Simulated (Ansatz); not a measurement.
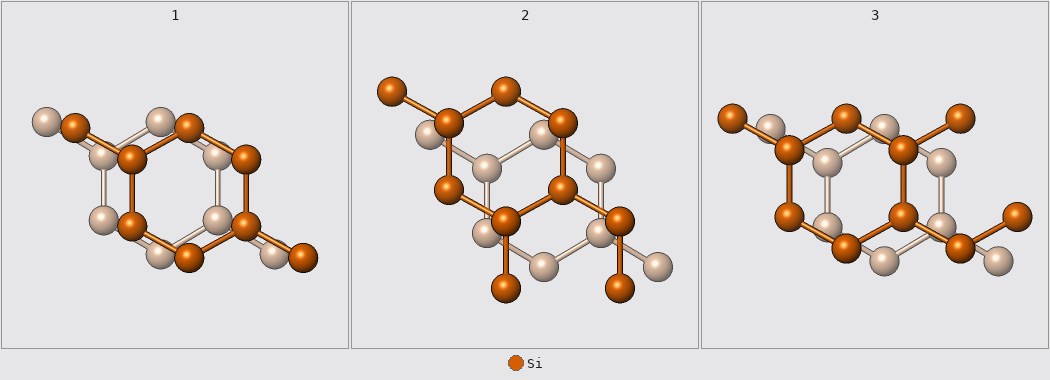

A bilayer of two Si sheets of the honeycomb type, the upper one turned by 180 degrees about the normal (4 atoms in the cell). The upper layer of a bilayer is slid over the lower one; relaxed at each slide: nothing; the origin of the map has Si4 above Si1; the distance between the facing planes is held at 4.00 Å. Places are given modulo a cell vector. The map is drawn in real space over the plane of the slide. The scan uses a 6 × 6 grid; 7 points were computed and 29 follow by symmetry. Energies: mJ/m², counted from the lowest grid point. At a held distance the lowest stacking need not be the one that binds best once the distance relaxes. Theory: Ansatz 0.2.0, DFT PBE+D3(BJ), scalar-relativistic, plane waves, PAW. Settings: cutoff 420 eV, k-mesh 9×9×1, gaussian smearing 0.1 eV, no spin polarisation.

The numbered pictures are structures from this grid. They are seen from 5° off the normal. The lower layer is drawn fainter.

Rank them by energy, lowest first.

Answer. 2, at (5/6, 2/6) of the cell vectors: 0.0 mJ/m²; 3, at (4/6, 0/6) of the cell vectors: 1.6 mJ/m²; 1, at (1/6, 5/6) of the cell vectors: 2.7 mJ/m².

The map, with the structures marked:

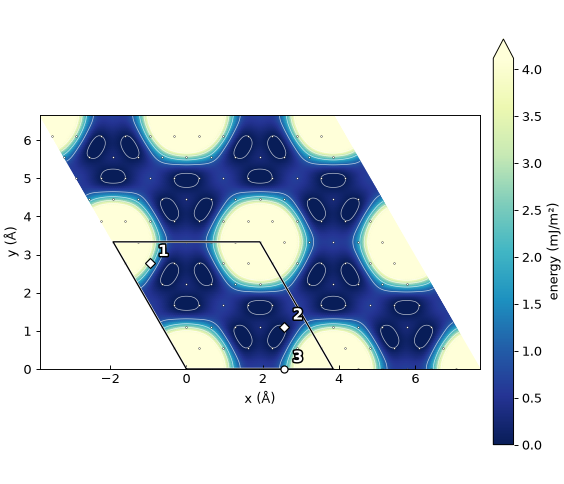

In the figure: a smooth colour map with a few white contour lines, dots at the grid points, the outline of one cell of the 2 × 2 shown, one colour for all values above the top of the scale. Between grid points the surface is interpolated.

PAW datasets: the set soft_1.
